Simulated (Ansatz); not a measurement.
SiMo5

Input file:

```
crystal:
  lattice:
    - [3.1774865078, 0.0, 0.0]
    - [0.0, 3.1774865078, 0.0]
    - [0.0, 0.0, 9.0471169794]
  atoms:
    - { symbol: Si, position: [0.0, 0.0, 0.0] }
    - { symbol: Mo, position: [0.0, 0.0, 0.6721540281] }
    - { symbol: Mo, position: [0.5, 0.5, 0.841936211] }
    - { symbol: Mo, position: [0.0, 0.0, 0.3278459719] }
    - { symbol: Mo, position: [0.5, 0.5, 0.158063789] }
    - { symbol: Mo, position: [0.5, 0.5, 0.5] }
basis:
  ecutwfc: 420
kpoints:
  mp_grid: { grid: [10, 10, 4] }
  band_path:
    path:
      - [[0.0, 0.0, 0.0], [0.0, 0.5, 0.0], [0.5, 0.5, 0.0], [0.0, 0.0, 0.0], [0.0, 0.0, 0.5], [0.0, 0.5, 0.5], [0.5, 0.5, 0.5], [0.0, 0.0, 0.5]]
      - [[0.0, 0.5, 0.0], [0.0, 0.5, 0.5]]
      - [[0.5, 0.5, 0.0], [0.5, 0.5, 0.5]]
    npoints: 14
hamiltonian:
  xc: pbe
scf:
  occupations: { method: gaussian, width: 0.1 }
  n_extra_bands: 15
output:
  forces: true
  stress: true
  eigenvalues: true
  populations: true
  dos: { projected: true, de: 0.02, nscf_kmesh: { grid: [12, 12, 5] } }
  bader: true
  write_density: true
  write_potential: true
  elf: true
  volumetric_format: npy
```

Launched as:

```sh
ansatz run input.yaml --threads 1 --pin off --max-ram 2560MiB --backend cpu --events-out ev --progress --plain --runs-dir out
```

Below, planes, directions and counts refer to the conventional cell (a = 3.18 Å, b = 3.18 Å, c = 9.05 Å, α = 90.00°, β = 90.00°, γ = 90.00°).

Space group P4/mmm; a generated structure, not necessarily the stable one; computed without spin polarisation.

Theory: DFT PBE, scalar-relativistic, plane waves, PAW (Ansatz 0.2.0).

### What can the converged valence pseudo-density and electron localisation function tell about the bonding?

Si–Mo (2.97 Å): the density is about 0.24 e/Å³ at the midpoint; the ELF peaks at about 0.70 in the valence shell of Si, 1.0 Å from its nucleus, and is about 0.30 at the midpoint.
Bader's partition of the density gives Si −0.30 and Mo +0.06 e.

### Metal or insulator at this level of theory?

It is gapless in this calculation (a metal or semimetal).

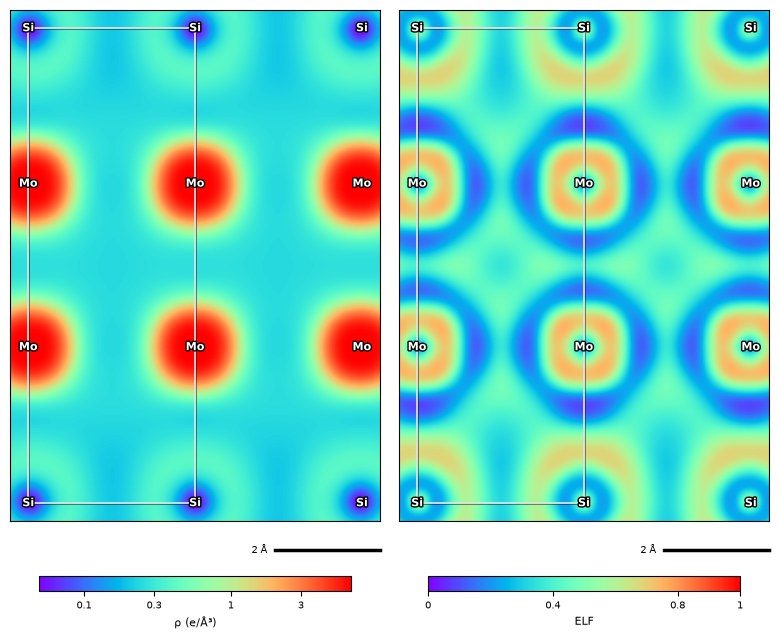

Computed valence pseudo-density and electron localisation function on the (100) plane of the conventional cell, in this order. 
